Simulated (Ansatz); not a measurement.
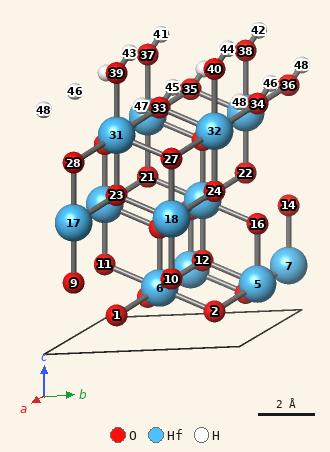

Starting structure of a slab of composition Hf3H2O7 (cut from the Fm-3m phase). Style: ball-and-stick. Shown: the cell of the calculation, outlined in the plane, without the vacuum (origin shifted), slightly off an axis.

Case: clean slab, lower planes held. The slab is the (1 1 1) face of HfO2. 24 atoms are held fixed.

Method: Ansatz, DFT PBE+D3(BJ), scalar-relativistic, plane waves, PAW.

Set-up: plane-wave cutoff 420 eV; k-point mesh 3 × 3 × 1; occupations gaussian; smearing width 0.05 eV; no spin polarisation; dipole correction; atoms relaxed in a fixed cell; force threshold 0.03 eV/Å; at most 70 steps.

```xyz
48
Lattice="7.1741 0.0000 0.0000 -3.5871 6.2130 0.0000 0.0000 0.0000 25.4829" Properties=species:S:1:pos:R:3 pbc="T T T"
O     1.7935    3.1065    8.0000
O     3.5871    0.0000    8.0000
O    -1.7935    3.1065    8.0000
O     0.0000    0.0000    8.0000
Hf    1.7935    1.0355    8.7322
Hf    0.0000    4.1420    8.7322
Hf    5.3806    1.0355    8.7322
Hf    3.5871    4.1420    8.7322
O     3.5871    2.0710    9.4644
O     1.7935    5.1775    9.4644
O     0.0000    2.0710    9.4644
O    -1.7935    5.1775    9.4644
O     3.5871    4.1420   10.9288
O     5.3806    1.0355   10.9288
O     0.0000    4.1420   10.9288
O     1.7935    1.0355   10.9288
Hf    3.5871    2.0710   11.6610
Hf    1.7935    5.1775   11.6610
Hf    0.0000    2.0710   11.6610
Hf   -1.7935    5.1775   11.6610
O    -1.7935    3.1065   12.3932
O     0.0000    0.0000   12.3932
O     1.7935    3.1065   12.3932
O     3.5871    0.0000   12.3932
O    -1.7935    5.1775   13.8577
O     0.0000    2.0710   13.8577
O     1.7935    5.1775   13.8577
O     3.5871    2.0710   13.8577
Hf   -1.7935    3.1065   14.5899
Hf    0.0000    0.0000   14.5899
Hf    1.7935    3.1065   14.5899
Hf    3.5871    0.0000   14.5899
O     0.0000    4.1420   15.3221
O     1.7935    1.0355   15.3221
O     3.5871    4.1420   15.3221
O     5.3806    1.0355   15.3221
O    -1.7935    3.1065   16.8599
O     0.0000    0.0000   16.8599
O     1.7935    3.1065   16.8599
O     3.5871    0.0000   16.8599
H     4.6723    3.3721   17.4829
H     6.4658    0.2656   17.4829
H     1.0852    3.3721   17.4829
H     2.8787    0.2656   17.4829
H    -0.7083    4.4076   15.9451
H     1.0852    1.3011   15.9451
H     2.8787    4.4076   15.9451
H     4.6723    1.3011   15.9451
```

Q: Predict the outcome.

A: The largest moves, 1.00 Å, are those of H45, H46, H47 and H48. H45 goes at 37° to the normal (+c side). By element the largest moves are H 1.00 Å, O 0.41 Å, Hf 0.05 Å. The lattice vectors keep their values. Near-neighbour distances that change, for instance: O37–H45 1.925 → 1.005 Å, O33–H45 0.980 → 1.662 Å, Hf29–O37 2.270 → 2.577 Å, Hf29–O33 2.197 → 2.269 Å. New bonds form, among them: O37–H45 (1.93 → 1.01 Å), O38–H46 (1.93 → 1.01 Å), O39–H47 (1.93 → 1.01 Å), O40–H48 (1.93 → 1.01 Å). Bonds break, among them: O33–H45 (0.98 → 1.66 Å), O34–H46 (0.98 → 1.66 Å), O35–H47 (0.98 → 1.66 Å), O36–H48 (0.98 → 1.66 Å). Bond angles that change, for instance: Hf31–O39–H43 129.5° → 108.4°. The energy falls by 5.339 eV per cell of the calculation in 27 geometry steps. Largest force component: 2.6 eV/Å at the start, 0.0051 eV/Å at the end. The forces were under the threshold at step 7, but the run went on from there.

Step by step:

```
step  E − E(0), meV/atom  largest force component, eV/Å
   0                0.00                         2.6056
   1              -53.43                         1.3181
   2              -72.04                         1.2068
   3              -79.41                         0.9401
   4              -81.89                         0.2723
   5              -82.24                         0.0591
   6              -82.29                         0.0396
   7              -82.32                         0.0266
   8              -82.39                         0.0674
   9              -82.55                         0.0818
  10              -82.87                         0.1149
  11              -83.16                         0.1152
  12              -83.68                         0.4344
  13              -85.03                         0.7098
  14              -87.91                         0.4582
  15              -93.73                         0.8963
  16              -96.74                         1.5987
  17              -99.32                         1.5095
  18             -104.60                         1.5108
  19             -109.84                         0.5704
  20             -110.59                         0.2746
  21             -110.85                         0.1520
  22             -111.10                         0.0829
  23             -111.16                         0.0656
  24             -111.19                         0.0592
  25             -111.22                         0.0571
  26             -111.23                         0.0346
  27             -111.23                         0.0051
```

The end point in the same view:

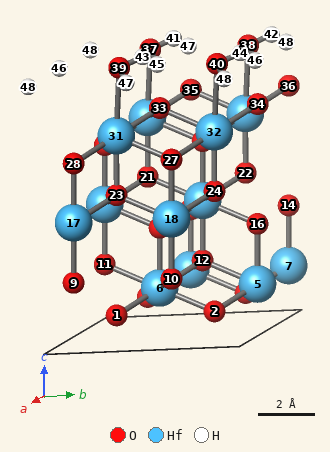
